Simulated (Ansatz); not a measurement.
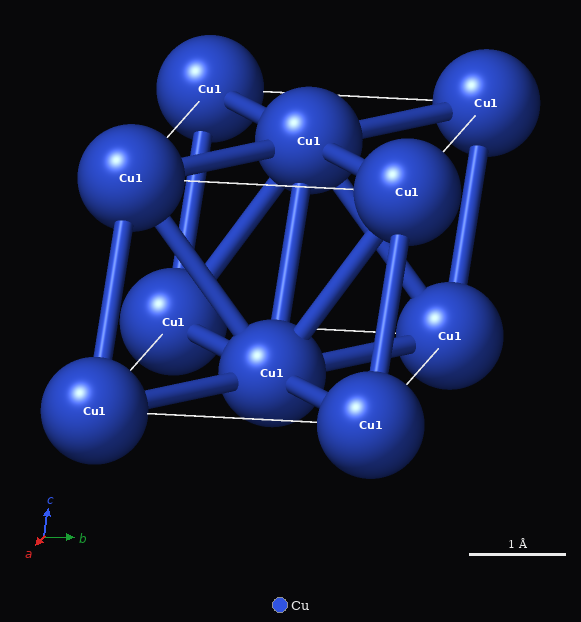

**Figure 1.** The input geometry of the first run (ball-and-stick view of the cell 2 times as large as that of the calculation, set on its symmetry axes, seen slightly off an axis; atoms are numbered from 1 in the order of the input).

# Cu: one change and its effect

System: Cu (C2/m, 1 atom in the cell).
Method of the first run: DFT, PBE, plane waves, PAW, Ueff = 2 eV on Cu d, no spin polarisation (Ansatz 0.2.0).

The structure derives from a Materials Project entry. Text and figures count atoms from 1; the logs count them from 0 in places.

### Input, the first run
```yaml
crystal:
  lattice:
    - [-1.4444902177, 1.4755302431, 1.346357254]
    - [1.5065702685, -1.4755302431, 1.412756115]
    - [1.4444902177, 1.4755302431, -1.346357254]
  atoms:
    - { symbol: Cu, position: [0.0, 0.0, 0.0] }
basis:
  ecutwfc: 420
kpoints:
  mp_grid: { grid: [30, 30, 30] }
hamiltonian:
  xc: pbe
  hubbard: { sites: [{ species: Cu, l: d, u_eff: 2.0 }], double_counting: fll }
scf:
  occupations: { method: gaussian, width: 0.15 }
output:
  forces: true
  eigenvalues: true
  stress: true
```

Command:
```bash
ansatz run input.yaml --threads 1 --pin off --max-ram 2560MiB --backend cpu --events-out ev --progress --plain --runs-dir out
```

Hardware: 1 thread of Intel Xeon (Sapphire Rapids), 64 GiB of memory available, shared host.

### Output, shortened to warnings, some set-up lines, iterations and results (the first run)
```
Basis set: ecut = 420 eV, 233 PW (Γ), exchange–correlation on 36×36×36 points (8 copies of the dense FFT grid, shifted against one another)
Symmetry: 4 space group operations
k-points: 6992 of 27000
Initial density: superposition of atomic densities (chi_scale 0.1, normalization cell)
[...]
SCF iter   1: F=—  HF=-6625.641950 eV  |F-HF|=—  |Δ(HF+E_count)|=         —  Δρ=2.18e-1  dr2=3.55e0  ethr=3.10e-3  ⟨swp⟩=5.0  Hψ=474853  notcnv=0
SCF iter   2: F=—  HF=-6625.994662 eV  |F-HF|=—  |Δ(HF+E_count)|=   3.53e-1  Δρ=2.13e-1  dr2=2.75e0  ethr=3.10e-3  ⟨swp⟩=3.0  Hψ=273479  notcnv=0  defer=2613
SCF iter   3: F=—  HF=-6624.967311 eV  |F-HF|=—  |Δ(HF+E_count)|=    1.03e0  Δρ=1.77e-2  dr2=3.27e-2  ethr=3.10e-3  ⟨swp⟩=2.9  Hψ=255081  notcnv=0  defer=2824
SCF iter   4: F=—  HF=-6624.954897 eV  |F-HF|=—  |Δ(HF+E_count)|=   1.24e-2  Δρ=6.24e-3  dr2=3.54e-3  ethr=1.72e-4  ⟨swp⟩=2.4  Hψ=164717  notcnv=0  defer=2785
SCF iter   5: F=—  HF=-6624.954164 eV  |F-HF|=—  |Δ(HF+E_count)|=   7.33e-4  Δρ=2.23e-3  dr2=3.12e-4  ethr=1.86e-5  ⟨swp⟩=2.4  Hψ=133122  notcnv=0  defer=2785
SCF iter   6: F=—  HF=-6624.954129 eV  |F-HF|=—  |Δ(HF+E_count)|=   3.52e-5  Δρ=5.51e-4  dr2=2.07e-5  ethr=1.64e-6  ⟨swp⟩=1.2  Hψ=100341  notcnv=0  defer=2785
SCF iter   7: F=—  HF=-6624.954128 eV  |F-HF|=—  |Δ(HF+E_count)|=   6.15e-7  Δρ=7.38e-5  dr2=3.76e-7  ethr=1.09e-7  ⟨swp⟩=1.5  Hψ=111785  notcnv=0  defer=2785
SCF iter   8: F=-6624.954128 eV  HF=-6624.954128 eV  |F-HF|=9.06e-10  |Δ(HF+E_count)|=   3.81e-8  Δρ=5.19e-6  dr2=1.99e-9  ethr=5.26e-10  ⟨swp⟩=6.0  Hψ=391372  notcnv=0
SCF 1 converged in 8 iterations: F = -6624.954128 eV  dr2 = 1.99e-9
SCF converged after 8 iterations
Free energy (F): -6624.954128 eV
Harris-Foulkes:  -6624.954128 eV  (|F-HF|=9.06e-10)
Internal energy: -6624.950882 eV  (E = F + TS)
E sigma→0 (E₀):  -6624.952505 eV
Entropy (-TS):   -0.003246 eV (-3.246 meV/atom)
Fermi energy:    16.239560 eV
--- Per-component energies (eV) ---
  E_band       = -370.926445
  E_kinetic    = 300.399421
  E_local      = -4089.466311  (includes V_loc(G=0)·N_el)
  E_nonlocal   = 392.909206
  E_hartree    = 1803.383318
  E_xc         = -89.269872
  E_vxc        = -115.185383  (∫ρ·V_xc dr)
  E_hubbard    = 0.162932  (on-site DFT+U / exact-exchange correction)
  E_vhub       = -9.508277  (the Hubbard potential's part of the band-sum identity)
  E_paw        = -1665.584166  (= ΣΔE_a)
  E_vpaw       = -456.838203  (= ΣTr[D̂ρ^β])
  E_aug_tail   = 0.000288  (compensation charges beyond the density's cutoff)
  E_ewald      = -3277.485698
  E_smearing   = -0.003246  (= −TS)
  E_closure    = -0.000000  (closes the sum)
  Σ components = -6624.954128   (vs F -6624.954128, Δ=0.00e0)
--- Forces (eV/Å), atoms counted from 1 ---
  atom   1  Cu     0.00000000    -0.00000000     0.00000000
  max |Σ_I F_I| component: 1.23e-32 eV/Å
--- Stress (GPa, compression-positive) ---
        1.114026      -0.000000      -3.651093
       -0.000000       1.400035      -0.000000
       -3.651093      -0.000000       1.081742
  P = ⅓ Tr σ = 1.1986 GPa (11.986 kbar)
Occupation matrices written to [file]
```

For the second run the input was changed thus:
```diff
-  hubbard: { sites: [{ species: Cu, l: d, u_eff: 2.0 }], double_counting: fll }
```

How does the second run compare with the first run?

The total energies belong to different models, so their difference says nothing on which is more stable or more accurate. The pressure goes from 1.20 to 0.31 GPa. The SCF takes 6 iterations against 8. On the same kind of shared host the second run took about 0.46 times as long. The two runs start from different initial densities, which also moves the count.

### Output, shortened to warnings, some set-up lines, iterations and results (the second run)
```
Basis set: ecut = 420 eV, 233 PW (Γ), exchange–correlation on 36×36×36 points (8 copies of the dense FFT grid, shifted against one another)
Symmetry: 4 space group operations
k-points: 6992 of 27000
Initial density: superposition of atomic densities (neutral atoms: chi_scale 0, normalization atom), corrected by the library's trained network
[...]
SCF iter   1: F=—  HF=-6625.133403 eV  |F-HF|=—  |Δ(HF+E_count)|=         —  Δρ=8.24e-4  dr2=1.63e-5  ethr=1.77e-3  ⟨swp⟩=5.1  Hψ=483948  notcnv=0
SCF iter   2: F=—  HF=-6625.133523 eV  |F-HF|=—  |Δ(HF+E_count)|=   1.20e-4  Δρ=4.29e-4  dr2=5.21e-6  ethr=8.56e-8  ⟨swp⟩=3.1  Hψ=247498  notcnv=0
SCF iter   3: F=—  HF=-6625.133537 eV  |F-HF|=—  |Δ(HF+E_count)|=   1.36e-5  Δρ=1.72e-4  dr2=9.97e-7  ethr=2.74e-8  ⟨swp⟩=2.0  Hψ=133666  notcnv=0
SCF iter   4: F=-6625.133538 eV  HF=-6625.133538 eV  |F-HF|=2.74e-8  |Δ(HF+E_count)|=   1.38e-6  Δρ=1.97e-5  dr2=1.25e-8  ethr=5.25e-9  ⟨swp⟩=2.0  Hψ=133745  notcnv=0
SCF iter   5: F=-6625.133538 eV  HF=-6625.133538 eV  |F-HF|=5.14e-10  |Δ(HF+E_count)|=   3.05e-8  Δρ=3.06e-6  dr2=3.01e-10  ethr=6.60e-11  ⟨swp⟩=2.1  Hψ=139206  notcnv=0
SCF iter   6: F=-6625.133538 eV  HF=-6625.133538 eV  |F-HF|=0.00e0  |Δ(HF+E_count)|=  5.56e-10  Δρ=2.94e-7  dr2=2.96e-12  ethr=1.58e-12  ⟨swp⟩=2.4  Hψ=313436  notcnv=0
SCF 1 converged in 6 iterations: F = -6625.133538 eV  dr2 = 2.96e-12
SCF converged after 6 iterations
Free energy (F): -6625.133538 eV
Harris-Foulkes:  -6625.133538 eV  (|F-HF|=0.00e0)
Internal energy: -6625.129872 eV  (E = F + TS)
E sigma→0 (E₀):  -6625.131705 eV
Entropy (-TS):   -0.003666 eV (-3.666 meV/atom)
Fermi energy:    16.419005 eV
--- Per-component energies (eV) ---
  E_band       = -365.231598
  E_kinetic    = 299.789413
  E_local      = -4082.574832  (includes V_loc(G=0)·N_el)
  E_nonlocal   = 390.152905
  E_hartree    = 1797.594216
  E_xc         = -89.432838
  E_vxc        = -115.402952  (∫ρ·V_xc dr)
  E_paw        = -1663.173325  (= ΣΔE_a)
  E_vpaw       = -452.384720  (= ΣTr[D̂ρ^β])
  E_aug_tail   = 0.000287  (compensation charges beyond the density's cutoff)
  E_ewald      = -3277.485698
  E_smearing   = -0.003666  (= −TS)
  E_closure    = -0.000000  (closes the sum)
  Σ components = -6625.133538   (vs F -6625.133538, Δ=0.00e0)
--- Forces (eV/Å), atoms counted from 1 ---
  atom   1  Cu     0.00000000     0.00000000     0.00000000
  max |Σ_I F_I| component: 1.23e-32 eV/Å
--- Stress (GPa, compression-positive) ---
        0.220251      -0.000000      -3.880321
       -0.000000       0.520252      -0.000000
       -3.880321      -0.000000       0.180175
  P = ⅓ Tr σ = 0.3069 GPa (3.069 kbar)
```

### The two runs side by side

```tsv
quantity	the first run	the second run
outcome	converged	converged
free energy per atom (eV)	−6624.9541	−6625.1335
energy per atom, smearing taken to zero (eV)	−6624.9525	−6625.1317
gap on the mesh (eV)	0.00	0.00
pressure (GPa)	1.20	0.31
largest force (eV/Å)	0.000	0.000
SCF iterations	8	6
irreducible k-points	6992	6992
plane waves at Γ	233	233
wall time (shared host)	95 s	44 s
```
